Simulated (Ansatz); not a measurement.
**Geometry relaxation of AlP**

The run: geometry relaxation of AlP (F-43m, 2 atoms in the cell). Method and program: DFT PBEsol, scalar-relativistic, plane waves, PAW, no spin polarisation (Ansatz 0.2.0).

The structure derives from an entry of the Crystallography Open Database. It belongs to a series of runs on one base structure; here: cell and atoms relaxed tightly for response. Figures and captions count atoms from 1; the log counts them from 0 in places.

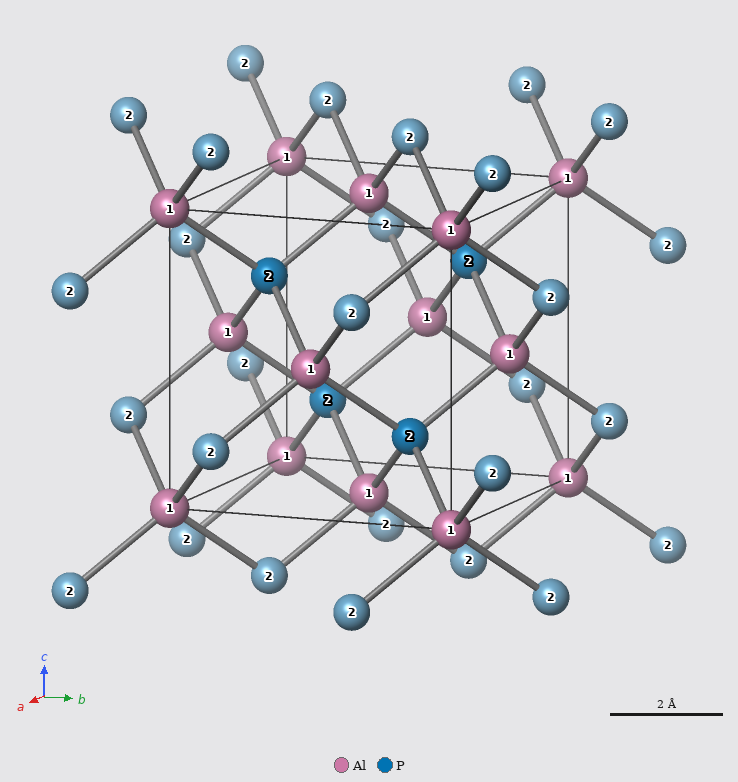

Figure 1. The input geometry (ball-and-stick view of the cell 4 times as large as that of the calculation, set on its symmetry axes, seen slightly off an axis; neighbours outside the cell are drawn fainter; atoms are numbered from 1 in the order of the input). Near neighbours in the crystal (not all of them lie inside the picture): Al has 4 P at 2.37 Å; P has 4 Al at 2.37 Å.

### Summary

```csv
quantity,value
outcome,converged
space group (tolerance 0.01 Å),F-43m (216)
electrons treated,8
free energy,−1265.7345 eV
Fermi energy,4.938 eV
gap on the k-point mesh,1.45 eV
pressure,0.01 GPa
final volume,40.92 Å³
largest force (length of the vector) at the end,under 0.001 eV/Å
final cell,"a = 3.868 Å, b = 3.868 Å, c = 3.868 Å, α = 60.00°, β = 60.00°, γ = 60.00°"
hardware,"1 thread of Intel Xeon @ 2.50GHz (Skylake/Cascade Lake), 189 GiB of memory available, shared host"
wall time,9.2 s
peak memory,0.32 GiB
```

### The input
```yaml
crystal:
  lattice:
    - [0.0, 2.7351727429, 2.7351727429]
    - [2.7351727429, 0.0, 2.7351727429]
    - [2.7351727429, 2.7351727429, 0.0]
  atoms:
    - { symbol: Al, position: [0.0, 0.0, 0.0] }
    - { symbol: P, position: [0.75, 0.75, 0.75] }
basis:
  ecutwfc: 420
kpoints:
  mp_grid: { grid: [8, 8, 8] }
hamiltonian:
  xc: pbesol
scf:
  occupations: { method: fixed }
output:
  forces: true
  stress: true
  eigenvalues: true
  write_density: true
  write_potential: true
  elf: true
  volumetric_format: npy
relax:
  adjacent_minimum: "off"
  f_tol: 0.001
  max_steps: 60
  cell: { stress_tol: 0.01 }
```

Launch command:
```bash
ansatz run input.yaml --threads 1 --pin off --max-ram 3072MiB --backend cpu --events-out ev --progress --plain --runs-dir out
```

### What the program printed
```
Engine: ansatz 0.2.0, x86_64-unknown-linux-gnu
Pseudopotentials: kind: paw
Pseudopotential: Al, paw, valence charge 3, recommended cutoff 420 eV (normal), Al.paw.azcp
Pseudopotential: P, paw, valence charge 5, recommended cutoff 420 eV (normal), P.paw.azcp
Functional definition: PBEsol
  exchange = pbesol_x
  correlation = pbesol_c
Crystal: 2 atoms, lattice volume = 40.925 Å³
Basis set: ecut = 420 eV, 821 PW (Γ), exchange–correlation on 54×54×54 points (8 copies of the dense FFT grid, shifted against one another)
Bands: 8, of which v1, the nominal top of the filled ones, is band 4 counted from 1 (3 counted from 0)
Symmetry: 24 space group operations
Space group: F-43m (ITA 216), of the structure as read, at distance tolerance 3.4e-5 Å
k-points: 29 of 512 (time reversal used)
Non-local potential: Al, projectors of the file, l = 0: 2, l = 1: 2, l = 2: 1
Non-local potential: P, projectors of the file, l = 0: 2, l = 1: 2, l = 2: 2
PAW form: soft (Blöchl's): semilocal exchange-correlation on the pseudo side does not see the compensation charge
PAW frozen core: Al, regenerated for the run's functional, and the local potential with it (the file was generated under x = pbe(κ = 0.804, μ = 0.2195149727645171), c = pbe(β = 0.06672455060314922))
PAW frozen core: P, regenerated for the run's functional, and the local potential with it (the file was generated under x = pbe(κ = 0.804, μ = 0.2195149727645171), c = pbe(β = 0.06672455060314922))
PAW one-centre angular grid: Al, 110 points (default); XC on 64 Gauss nodes
PAW one-centre angular grid: P, 110 points (default); XC on 64 Gauss nodes
Initial density: superposition of atomic densities (neutral atoms: chi_scale 0, normalization atom), corrected by the library's trained network
Initial wavefunctions: pseudopotential atomic-orbital guess
Functional: x = pbesol(κ = 0.804, μ = 0.12345679012345678), c = pbesol(β = 0.046)
SCF iter   1: F=—  HF=-1265.737098 eV  |F-HF|=—  |Δ(HF+E_count)|=         —  Δρ=3.58e-3  dr2=9.39e-3  ethr=1.77e-3  ⟨swp⟩=5.3  Hψ=1695  notcnv=0  defer=51
preconditioner: auto → none  [insulator: Δε(μ)=1.394 eV  Ē_g=9.865 eV  n_scr=8 (ndim 8)  ℏωp=16.4 eV  f_vac=0.000  ε∞_Penn≈3.8]
SCF iter   2: F=—  HF=-1265.734460 eV  |F-HF|=—  |Δ(HF+E_count)|=   2.64e-3  Δρ=1.05e-3  dr2=4.61e-4  ethr=1.17e-4  ⟨swp⟩=2.9  Hψ=612  notcnv=0  defer=52
SCF iter   3: F=—  HF=-1265.734471 eV  |F-HF|=—  |Δ(HF+E_count)|=   1.06e-5  Δρ=3.97e-4  dr2=6.06e-5  ethr=5.76e-6  ⟨swp⟩=2.5  Hψ=346  notcnv=0  defer=54
SCF iter   4: F=—  HF=-1265.734473 eV  |F-HF|=—  |Δ(HF+E_count)|=   2.20e-6  Δρ=5.40e-5  dr2=7.05e-7  ethr=7.57e-7  ⟨swp⟩=2.0  Hψ=322  notcnv=0  defer=49
iter 5 did not close the SCF: its close was put off for the readings that it lacked (scf_convergence_deferred on its scf_iter line)
SCF iter   5: F=-1265.734473 eV  HF=-1265.734473 eV  |F-HF|=3.43e-9  |Δ(HF+E_count)|=   5.08e-7  Δρ=4.31e-6  dr2=4.16e-9  ethr=8.81e-9  ⟨swp⟩=2.5  Hψ=335  notcnv=0  defer=49
SCF iter   6: F=-1265.734473 eV  HF=-1265.734473 eV  |F-HF|=6.82e-13  |Δ(HF+E_count)|=   5.66e-9  Δρ=3.67e-7  dr2=3.59e-11  ethr=5.20e-11  ⟨swp⟩=11.0  Hψ=2257  notcnv=0
SCF 1 converged in 6 iterations: F = -1265.734473 eV  dr2 = 3.59e-11
  Residual-converged pass: ⟨swp⟩=1.0  Hψ=350  notcnv=0  max |occ|·‖R‖ = 6.9e-9 eV (tolerance 1.0e-8 eV)  dr2=3.59e-11  dr2_onsite=6.23e-12  max |Δocc| = 0.0e0
  greatest PAW one-centre occupation: 0.778 electrons in one spin orbital (limit 2), on the P atom at site 1 (counted from 0), in its partial waves of l = 0
relax step   1: F+E_penalty+E_count = -1265.73447346 eV  Δ(F+E_penalty+E_count) = +0.000e0 eV  max|allowed force component| = 1.758e-16 eV/Å  Δτ_max = 0.0000 Å  P = +0.008 GPa  Ω = 40.925 Å³  (6 SCF iters, dr2 threshold 1.00e-7 eV, accepted)
Initial density: handed on by an earlier stage of this run
Initial wavefunctions: pseudopotential atomic-orbital guess (no wavefunctions were taken with the density)
iter 1 solved again at ethr=1.24e-7 eV; its pass at ethr=3.10e-3 eV (dr2=9.93e-6 eV) is discarded
SCF iter   1: F=—  HF=-1265.734485 eV  |F-HF|=—  |Δ(HF+E_count)|=         —  Δρ=1.03e-6  dr2=2.21e-10  ethr=1.24e-7  ⟨swp⟩=3.1  Hψ=2434  notcnv=0  defer=56
eigensolver tolerance schedule: the retry pair's looser diagonalisation over-reported the residual by 44892.00 of it (diagonalisation noise at an unbounded share of the residual, at the tolerance the schedule requests for it); recorded, not acted on — ethr = c·dr2/N_el stays at c = 1.0e-1
preconditioner: auto → none  [insulator: Δε(μ)=1.452 eV  Ē_g=9.889 eV  n_scr=8 (ndim 8)  ℏωp=16.4 eV  f_vac=0.000  ε∞_Penn≈3.8]
SCF iter   2: F=—  HF=-1265.734473 eV  |F-HF|=—  |Δ(HF+E_count)|=   1.12e-5  Δρ=5.82e-7  dr2=1.45e-10  ethr=2.76e-12  ⟨swp⟩=4.2  Hψ=535  notcnv=0  defer=51
SCF iter   3: F=—  HF=-1265.734473 eV  |F-HF|=—  |Δ(HF+E_count)|=  2.61e-11  Δρ=3.43e-7  dr2=3.89e-11  ethr=1.82e-12  ⟨swp⟩=1.1  Hψ=237  notcnv=0  defer=51
SCF iter   4: F=—  HF=-1265.734473 eV  |F-HF|=—  |Δ(HF+E_count)|=  2.27e-12  Δρ=6.02e-8  dr2=9.65e-13  ethr=4.86e-13 (applied; sched 1.00e-12)  ⟨swp⟩=2.1  Hψ=348  notcnv=0  defer=51
SCF iter   5: F=-1265.734473 eV  HF=-1265.734473 eV  |F-HF|=0.00e0  |Δ(HF+E_count)|=  2.27e-13  Δρ=8.57e-9  dr2=2.25e-14  ethr=1.00e-12  ⟨swp⟩=9.5  Hψ=1720  notcnv=0
SCF 2 converged in 5 iterations: F = -1265.734473 eV  dr2 = 2.25e-14
relax step   2: F+E_penalty+E_count = -1265.73447346 eV  Δ(F+E_penalty+E_count) = -3.183e-12 eV  max|allowed force component| = 1.665e-16 eV/Å  Δτ_max = 0.0000 Å  P = +0.008 GPa  Ω = 40.925 Å³  stress off target by 8.15e-3 GPa  SCF on the basis re-selected at this cell (its energy is not comparable with the rows above)  (5 SCF iters)
```

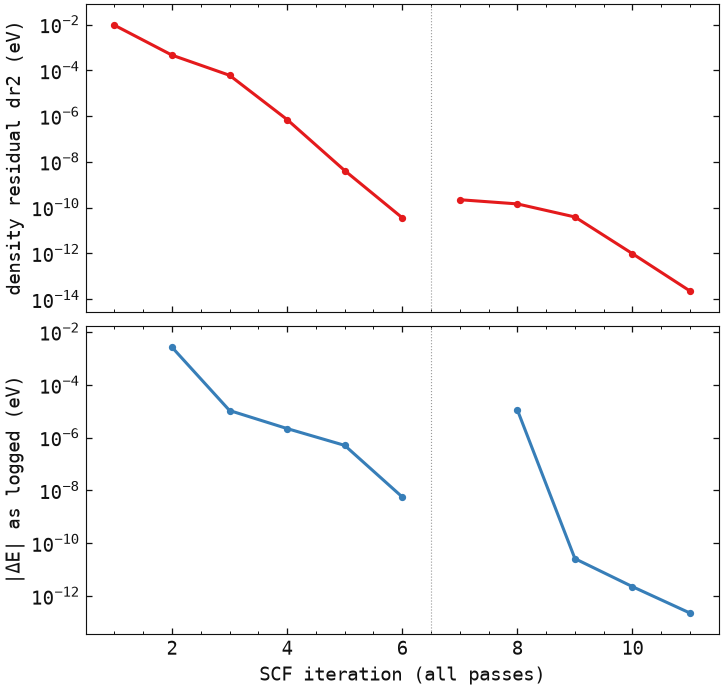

Figure 2. Convergence of the self-consistent field: density residual dr2 and size of the energy change against the SCF iteration. The dotted lines part the SCF passes of the relaxation: geometry steps, rejected trials and re-solves on a re-selected basis. The passes take 6 and 5 iterations.

```
basis re-selected at this cell: Δ(F+E_penalty+E_count) = -3.183e-12 eV, ΔP = -0.000 GPa vs the last step (what re-selecting the basis moved, of the pressure what is left beyond the Pulay correction that the steps carried, after the strain that the cell walked since its last selection, with what the two solves' SCF thresholds leave and, on support functions, any second-order correction that the steps lacked; it is no measure of the basis error at this ecutwfc). This SCF's stress stands 8.15e-3 GPa from its target on what of the cell is left free (relax.cell.stress_tol is 1.00e-2 GPa) and its largest allowed force component is 1.67e-16 eV/Å (relax.f_tol is 1.00e-3 eV/Å): within both
SCF converged after 5 iterations
Free energy (F): -1265.734473 eV
Harris-Foulkes:  -1265.734473 eV  (|F-HF|=0.00e0)
Internal energy: -1265.734473 eV  (E = F + TS)
E sigma→0 (E₀):  -1265.734473 eV
Fermi energy:    4.937630 eV
--- Per-component energies (eV) ---
  E_band       = 3.909510
  E_kinetic    = 93.502182
  E_local      = -82.476877  (includes V_loc(G=0)·N_el)
  E_nonlocal   = 44.858251
  E_hartree    = 24.694053
  E_xc         = -100.476928
  E_vxc        = -89.932225  (∫ρ·V_xc dr)
  E_paw        = -1009.066992  (= ΣΔE_a)
  E_vpaw       = -11.429927  (= ΣTr[D̂ρ^β])
  E_aug_tail   = 0.000001  (compensation charges beyond the density's cutoff)
  E_ewald      = -236.833398
  E_core_change = 0.065235  (= ΣΔE_core)
  E_smearing   = -0.000000  (= −TS)
  E_closure    = 0.000000  (closes the sum)
  Σ components = -1265.734473   (vs F -1265.734473, Δ=0.00e0)
--- Forces (eV/Å), atoms counted from 1 ---
  atom   1  Al    -0.00000000     0.00000000     0.00000000
  atom   2  P      0.00000000     0.00000000     0.00000000
  max |Σ_I F_I| component: 7.40e-17 eV/Å
--- Stress (GPa, compression-positive) ---
        0.008155      -0.000000      -0.000000
        0.000000       0.008155       0.000000
       -0.000000       0.000000       0.008155
  P = ⅓ Tr σ = 0.0082 GPa (0.082 kbar)
--- Band table (eV; the first three rows and the last of 29) ---
  k-point 0: bands = ["-6.5519", "4.9376", "4.9376", "4.9376", "8.0871", "9.4339", "9.4339", "9.4339"]
  k-point 1: bands = ["-6.3796", "3.6985", "4.7889", "4.7889", "8.5303", "9.7164", "9.7164", "9.9323"]
  k-point 2: bands = ["-5.8944", "1.7435", "4.4945", "4.4945", "8.1582", "10.0157", "10.0157", "11.7371"]
  k-point 28: bands = ["-4.1571", "0.0159", "1.7394", "2.0973", "9.1507", "10.8080", "10.9638", "11.2079"]
--- Relaxed structure (1 steps of the walk, 1 accepted, 1 SCFs on fresh bases) ---
  F+E_penalty+E_count = -1265.73447346 eV   max|allowed force component| = 1.665e-16 eV/Å   (the final SCF, on the basis selected at the relaxed cell)
  cell:  # Å, volume = 40.9246 Å³
    - [0.0, 2.7351727429, 2.7351727429]
    - [2.7351727429, 0.0, 2.7351727429]
    - [2.7351727429, 2.7351727429, 0.0]
  atoms:
    - { symbol: Al, position: [0.0, 0.0, 0.0] }
    - { symbol: P, position: [0.75, 0.75, 0.75] }
```

### Trajectory as extended XYZ (Å, eV, eV/Å), 2 frames, from step=1 to step=2
```
2
Lattice="0.0000 2.7352 2.7352 2.7352 0.0000 2.7352 2.7352 2.7352 0.0000" Properties=species:S:1:pos:R:3:forces:R:3 step=1 energy=-1265.73447 pressure_GPa=0.01
Al    0.0000    0.0000    0.0000    0.0000   0.0000   0.0000
P     4.1028    4.1028    4.1028    0.0000   0.0000   0.0000
2
Lattice="0.0000 2.7352 2.7352 2.7352 0.0000 2.7352 2.7352 2.7352 0.0000" Properties=species:S:1:pos:R:3:forces:R:3 step=2 energy=-1265.73447 pressure_GPa=0.01
Al    0.0000    0.0000    0.0000    0.0000   0.0000   0.0000
P     4.1028    4.1028    4.1028    0.0000   0.0000   0.0000
```

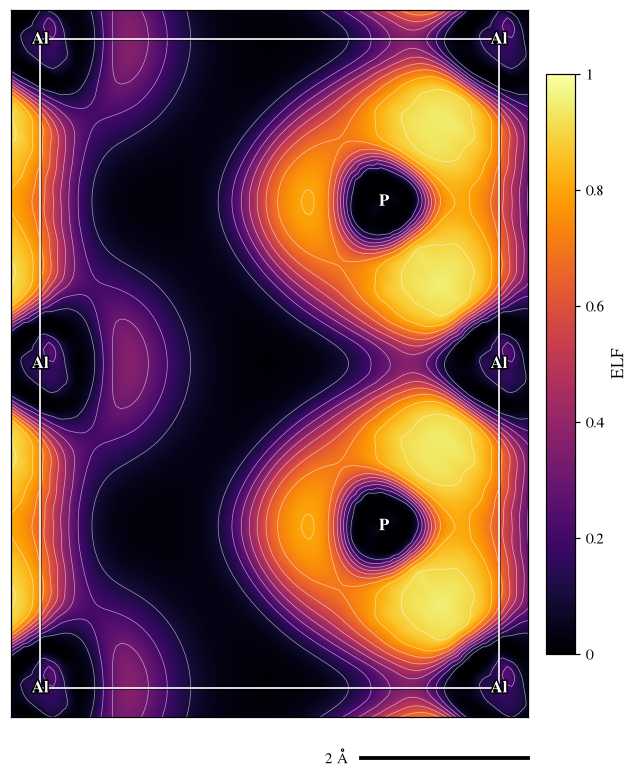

Figure 3. ELF on the (011) plane of the conventional cell. The plane passes through Al and P nuclei. Al–P (2.37 Å): the ELF peaks at about 0.95 between the atoms (a covalent bond). Core electrons are frozen (PAW), so the fields are smoothed inside the atomic spheres.

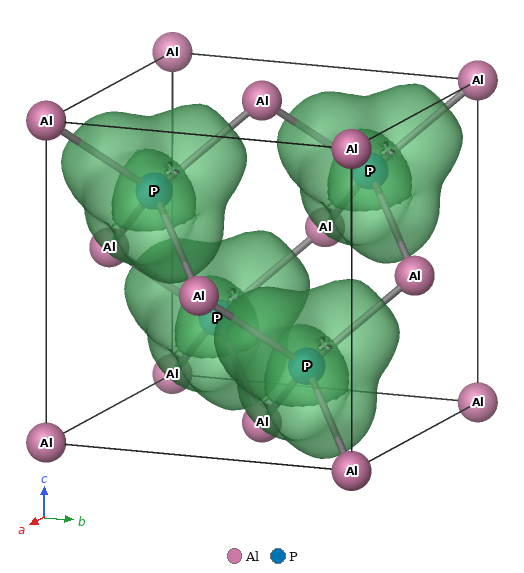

Figure 4. Isosurface of the ELF at 0.7 (green), seen slightly off an axis. Only the valence region is drawn (cores and ρ < 0.01 e/Å³ removed). Sticks mark near contacts. The outline is the cell set on symmetry axes. Values along the shortest contacts: Al–P (2.37 Å): the ELF peaks at about 0.95 between the atoms (a shared electron pair).
